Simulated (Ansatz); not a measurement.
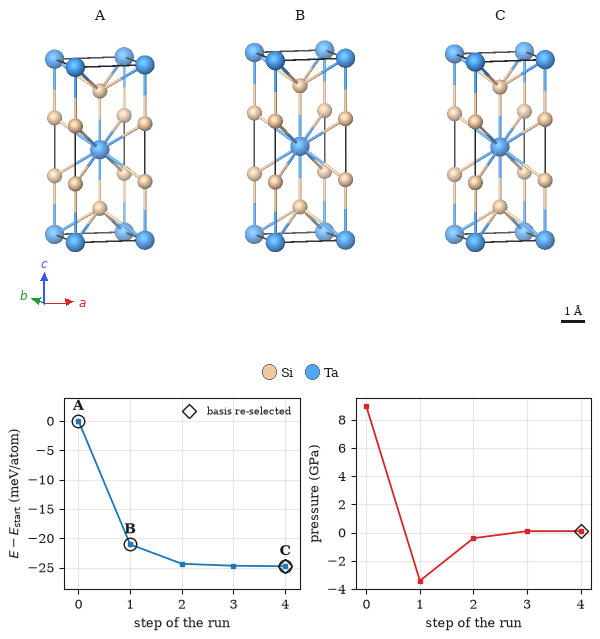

Frames of a relaxation of solid TaSi2 (a generated structure, set up in I4/mmm) (coarse preliminary run), marked on the history of the run. Style: ball-and-stick. Shown: the conventional cell (2 times the calculation's cell), slightly off an axis. Lengths and directions refer to the drawn axes.

Case: W → Ta on all its sites, cell and atoms relaxed.

The calculation used Ansatz 0.2.0, DFT r2SCAN, scalar-relativistic, plane waves, PAW.

Input
```yaml
crystal:
  lattice:
    - [-1.6279959001, 1.6279959001, 3.9566251864]
    - [1.6279959001, -1.6279959001, 3.9566251864]
    - [1.6279959001, 1.6279959001, -3.9566251864]
  atoms:
    - { symbol: Si, position: [0.3348248948, 0.3348248948, 0.0] }
    - { symbol: Si, position: [0.6651751052, 0.6651751052, 0.0] }
    - { symbol: Ta, position: [0.0, 0.0, 0.0] }
basis:
  ecutwfc: 500
kpoints:
  mp_grid: { grid: [8, 8, 8] }
hamiltonian:
  xc: r2scan
scf:
  occupations: { method: gaussian, width: 0.1 }
output:
  forces: true
  stress: true
  eigenvalues: true
relax:
  adjacent_minimum: "off"
  f_tol: 0.05
  max_steps: 60
  cell: { stress_tol: 0.5 }
```

Run as
```bash
ansatz run input.yaml --threads 1 --pin off --max-ram 2560MiB --backend cpu --events-out ev --progress --plain --runs-dir out
```

What happens along the run?

Answer. Over 3 accepted moves (4 points after the start) the energy falls by 24.8 meV per atom. The largest force component goes from 0.39 to 0.036 eV/Å. The pressure goes from 8.94 to 0.11 GPa. The SCF was repeated once at an unchanged geometry on a basis and grid sized afresh for the cell, which shifted the energy by 0.1 meV per atom at most. The largest moves relative to the cell, 0.026 Å, are those of Si1 and Si2. Si2 goes along +c. Ta stays in place. The drawn cell changes as follows: a = b 3.256 → 3.266 Å (+0.3 %), c 7.913 → 8.152 Å (+3.0 %); the volume changes by +3.7 %. Some distances before and after: Si1–Ta3 2.650 → 2.703 Å, Ta3–Ta3 3.256 → 3.266 Å. Bond angles that change, for instance: Ta3–Si2–Ta3 120.8° → 118.6°. The space group stays I4/mmm (No. 139). From step 0 to 1: Si atoms move most (0.02 Å), volume +5.7 %, energy −21.1 meV per atom. From step 1 to 4: volume −1.9 %, energy −3.7 meV per atom.

| step | E − E(0), meV/atom | largest force component, eV/Å | pressure, GPa | volume, Å³/atom | note |
| --- | --- | --- | --- | --- | --- |
| 0 | 0.00 | 0.3871 | 8.94 | 13.982 |  |
| 1 | -21.05 | 0.1176 | -3.41 | 14.778 |  |
| 2 | -24.36 | 0.1065 | -0.39 | 14.538 |  |
| 3 | -24.70 | 0.0362 | 0.10 | 14.495 |  |
| 4 | -24.78 | 0.0362 | 0.11 | 14.495 | same geometry, new basis |
